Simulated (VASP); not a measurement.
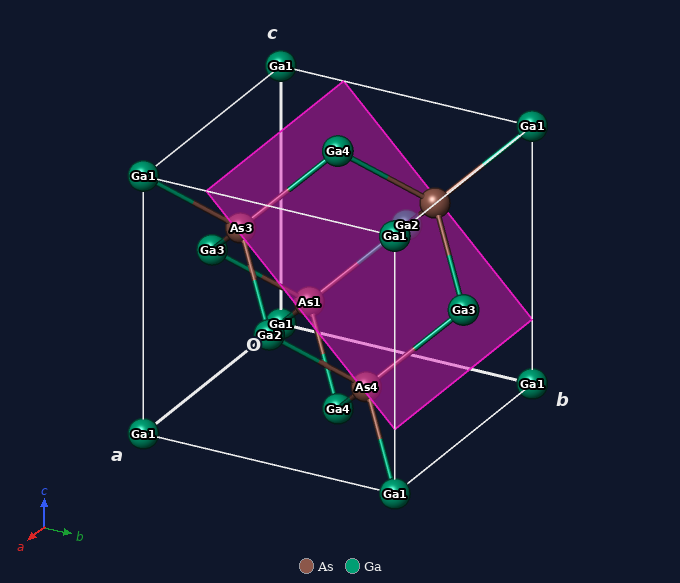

The shaded plane is a symmetry element of the crystal. Crystal: GaAs, coordinates from a relaxation with VASP Kohn-Sham DFT of a periodic cell, PBE, VASP PAW PBE potentials, hard in VASP 6.6.1. All values are computed from the atomic coordinates in the standard setting (tolerance 0.002 Å).

a = 5.749 Å, b = 5.749 Å, c = 5.749 Å, α = 90.00°, β = 90.00°, γ = 90.00°.

| atom | x | y | z |
| --- | --- | --- | --- |
| As1 | 0.2500 | 0.2500 | 0.2500 |
| Ga1 | 0.0000 | 0.0000 | 0.0000 |
| As2 | 0.2500 | 0.7500 | 0.7500 |
| Ga2 | 0.0000 | 0.5000 | 0.5000 |
| As3 | 0.7500 | 0.2500 | 0.7500 |
| Ga3 | 0.5000 | 0.0000 | 0.5000 |
| As4 | 0.7500 | 0.7500 | 0.2500 |
| Ga4 | 0.5000 | 0.5000 | 0.0000 |

Q: Is it a mirror or a glide plane, and what is the operation?

A: It is a glide plane with glide vector (1/2, 1/4, −1/4), parallel to (0 1 1), through (1/2, 5/8, 5/8): x, y, z → x+1/2, −z+3/2, −y+1.

Q: Onto which atom does it carry each atom (up to whole multiples of a, b and c)?

A: As1 → As3, Ga1 → Ga4, As2 → As4, Ga2 → Ga3, As3 → As2, Ga3 → Ga1, As4 → As1, Ga4 → Ga2.

Q: What is the crystal's space group?

A: No. 216, F-43m.
